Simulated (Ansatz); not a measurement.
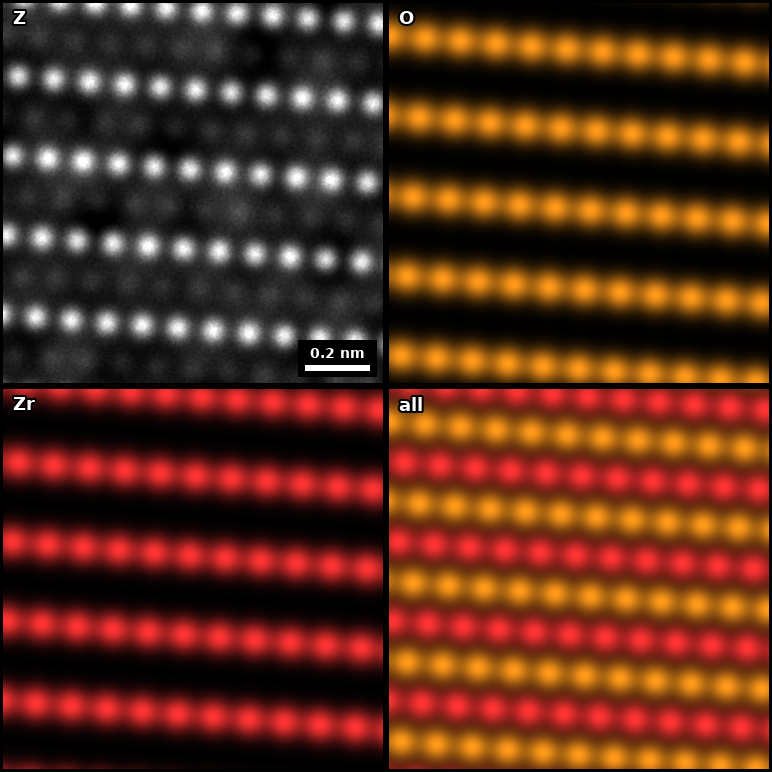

A crystal along [210]. Panel Z: Simulation: incoherent imaging, intensity Z^1.7 per atom, probe width 0.59 Å, thin sample. Shot noise and the speckle of an amorphous layer were added. The other panels are simulated element maps (the number of atoms of one element along the beam, blurred by 0.9 Å; each on its own scale, no channelling); the last overlays them.

> Which columns does each element occupy?

The projected cell (1.12 × 2.51 Å, 90°) holds 2 columns: 1 of Zr and 1 of O. No column is shared by two of the mapped elements. The brightest columns of the Z-contrast image hold Zr.

The crystal is ZrO2 (Fm-3m, No. 225). Structure: coordinates from a relaxation with DFT LDA, scalar-relativistic, plane waves, PAW in Ansatz; the starting structure was generated, so it need not be a known form of this composition.
